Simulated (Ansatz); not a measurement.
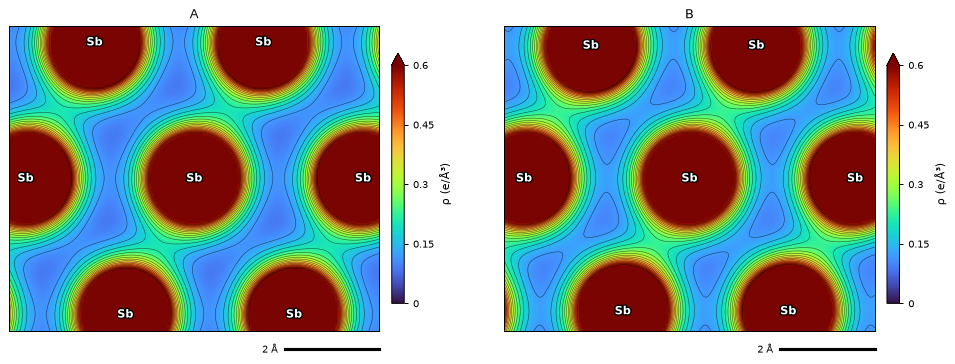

Sb. The valence electron density of two cells that differ in size and shape, on the (010) plane of each (indices in the axes of the calculation cell), at one length scale and on one colour scale: A has 28.8 Å³ an atom and B 27.0.

The calculation used Kohn-Sham DFT of a periodic cell, B3LYP, Ansatz PAW (Ansatz 0.2.0).

The density is the valence pseudo-density of a PAW calculation; it isn't the true density close to the nuclei.

The larger cell:

```cif
data_structure
_symmetry_space_group_name_H-M 'P 1'
_symmetry_Int_Tables_number 1
_cell_length_a 3.5785
_cell_length_b 3.5785
_cell_length_c 3.5785
_cell_angle_alpha 126.241
_cell_angle_beta 126.241
_cell_angle_gamma 79.492
_cell_volume 28.81
loop_
_atom_site_label
_atom_site_type_symbol
_atom_site_fract_x
_atom_site_fract_y
_atom_site_fract_z
_atom_site_occupancy
Sb1 Sb 0.00000 0.00000 0.00000 1
```

The smaller cell: a = 3.511 Å, b = 3.511 Å, c = 3.511 Å, α = 126.63°, β = 126.63°, γ = 78.85°.

**What does the compression do to the bonding and the properties?**

From the larger cell to the smaller, Sb–Sb goes from 3.24 to 3.15 Å, and the density at its midpoint from 0.2 to 0.23 e/Å³; the pressure goes from 0.0 to 4.4 GPa.
